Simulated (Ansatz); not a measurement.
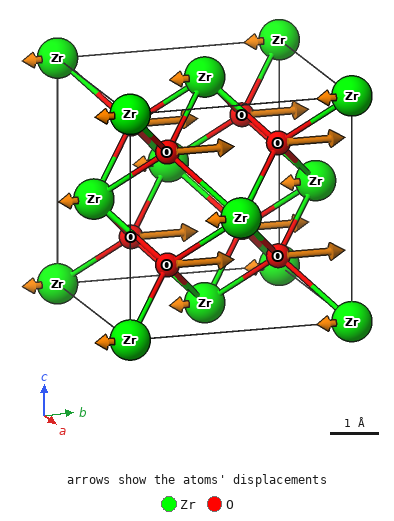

One vibrational mode of crystalline ZrO$_{2}$ relaxed at 25 GPa at the zone centre. The orange arrows are the displacements of the atoms (eigenvector over the root of the mass), of arbitrary overall length and sign. Style: ball-and-stick. Shown: the conventional cell (4 times the calculation's cell), slightly off an axis. Lengths and directions refer to the drawn axes.

Method: Ansatz, DFT PBEsol, scalar-relativistic, plane waves, PAW. Settings: plane-wave cutoff 420 eV; k-point mesh 8 × 8 × 8; occupations fixed; target pressure 25 GPa; no spin polarisation.

Frequencies are those without the non-analytic (LO–TO) term.

Q: What mode is this, and where does it lie in the spectrum?

A: This is the T₁u mode (triply degenerate; one member of the set is drawn) at 335 cm⁻¹, the lowest optical level, infrared-active by symmetry. The O sublattice moves against the Zr sublattice, along b; the kinetic energy is shared as O 74 %, Zr 26 %. Its infrared intensity is 97 (D/Å)²/amu for the set. The value is the transverse one; the longitudinal partner lies at 716 cm⁻¹.
